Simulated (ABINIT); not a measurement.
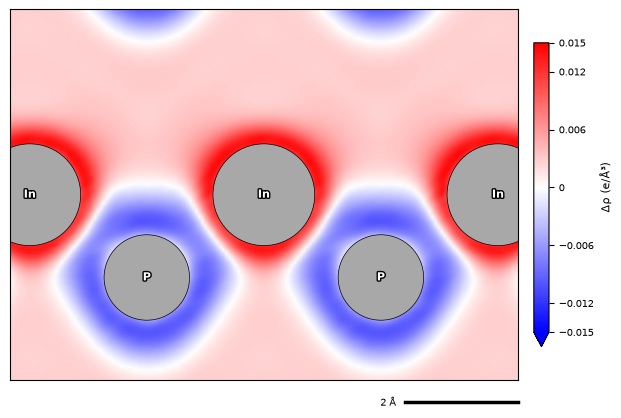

InP. Difference of the valence pseudo-densities of two functionals at the same geometry, on the (011̄) plane of the calculation cell: BP86 less OLYP.

Both computed with ABINIT (plane waves, PAW), on the same k-point mesh. Grey discs cover the atomic cores.

Question: Where does the change of functional move the electrons?

Answer: Against OLYP, BP86 gives more density around In (+0.012 e/Å³ on average at 1.1 Å from the nucleus) and less density around P (−0.008 e/Å³ on average at 0.9 Å from the nucleus).
